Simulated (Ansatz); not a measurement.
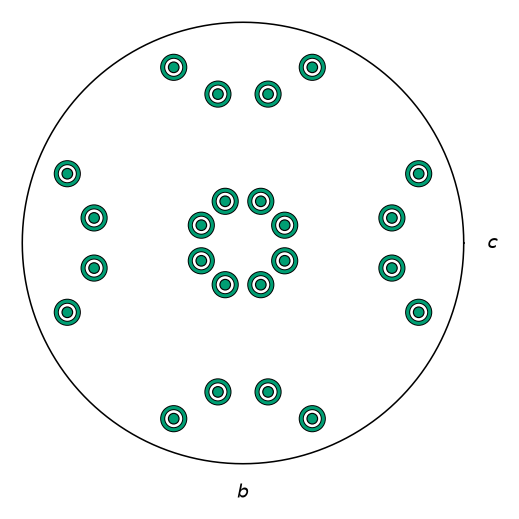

Stereographic projection: filled dots lie in the upper hemisphere, open rings in the lower. The a axis points at the viewer. The poles are all faces of one general form. Computed from the symmetry operations of a computed or model structure of composition GaAs, which need not be its known form.

Which point group is this?

Answer. m-3m (Oh), order 48, cubic system: three fourfold axes, four threefold axes, six twofold axes, nine mirror planes, an inversion centre.

Which physical properties does it allow?

Answer. It is centrosymmetric, so neither piezoelectric nor pyroelectric; it is not chiral.
